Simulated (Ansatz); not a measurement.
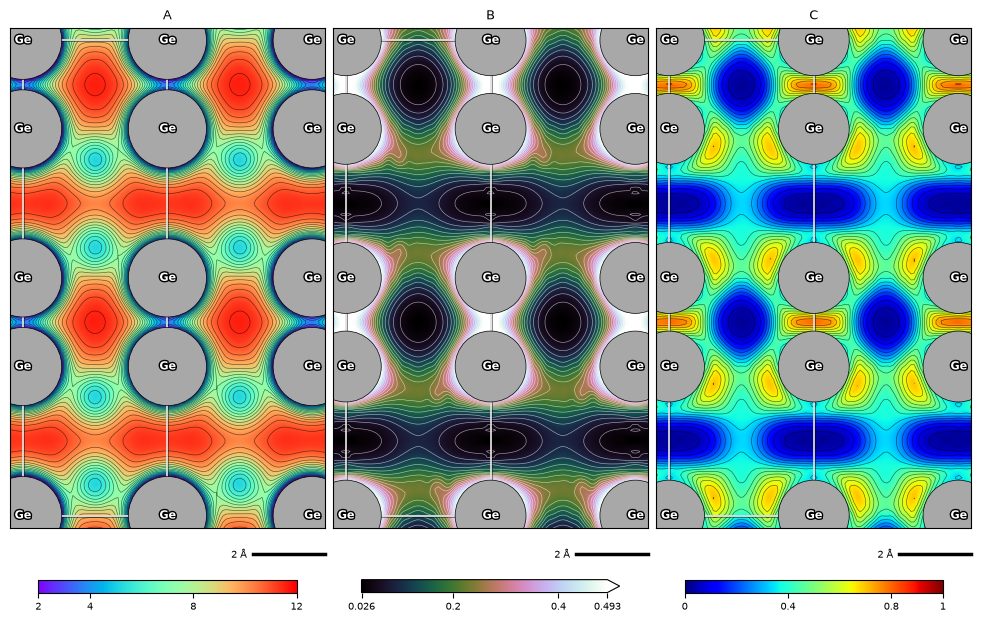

Ge: 3 fields on the (100) plane of the conventional cell, with unlabelled colour scales. Grey discs cover the atomic cores.

Space group P6₃/mmc; a structure from a database of computed crystals, not necessarily the ambient phase.

All numbers below come from Kohn-Sham DFT of a periodic cell, r2SCAN, Ansatz PAW in Ansatz 0.2.0.

```
Ge
1.0
     4.00374    0.00000    0.00000
    -2.00187    3.46734    0.00000
     0.00000    0.00000   13.14511
Ge
8
Direct
  0.33333 0.66667 0.15588
  0.66667 0.33333 0.84412
  0.66667 0.33333 0.65588
  0.33333 0.66667 0.34412
  0.00000 0.00000 0.09319
  0.00000 0.00000 0.90681
  0.00000 0.00000 0.59319
  0.00000 0.00000 0.40681
```

### The panels show electron localisation function, electrostatic potential energy of an electron and valence pseudo-density in some order. Assign them.

Panel A: electrostatic potential energy of an electron (low next to the atoms, rising into the space between them). Panel B: valence pseudo-density. Panel C: electron localisation function. From the grid: Ge–Ge (2.45 Å): ρ at the midpoint is about 0.53 e/Å³; the ELF peaks at about 0.80 between the atoms (a covalent bond).
